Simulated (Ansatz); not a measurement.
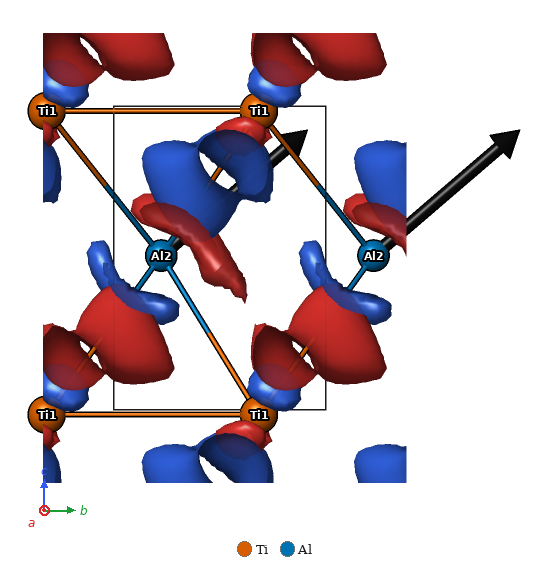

Figure 1: TiAl. Al2 was moved by 0.15 Å roughly along [0 2 1] in the axes of the cell drawn (arrow, not to scale). Change of the density less the rigid motion of the neutral atom's own density: blue surfaces at +0.008 and red ones at −0.008 e/Å³, in the cell of the calculation (origin moved) seen along the a axis.

Space group P4/mmm.

Method: DFT PBE, scalar-relativistic, plane waves, PAW (Ansatz).

Core electrons are frozen (PAW), so the fields are smoothed inside the atomic spheres.

**Describe the electronic response.**

About 0.07 e is rearranged in the cell. Outside the cores the largest gain, 0.014 e/Å³, lies 1.3 Å from a titanium nucleus and 1.8 Å from an aluminium one, and the largest loss, 0.013 e/Å³, lies 1.3 Å from a titanium nucleus and 2.0 Å from an aluminium one.

**What restoring force does the calculation give for this move?**

The force on it changes by 0.76 eV/Å along the move, against it: a stiffness of about 5.1 eV/Å² for this sublattice shift.

Run times: 33 s (moved atom) and 12 s (base cell), on 1 thread of Arm Neoverse V1, with other jobs on the host.
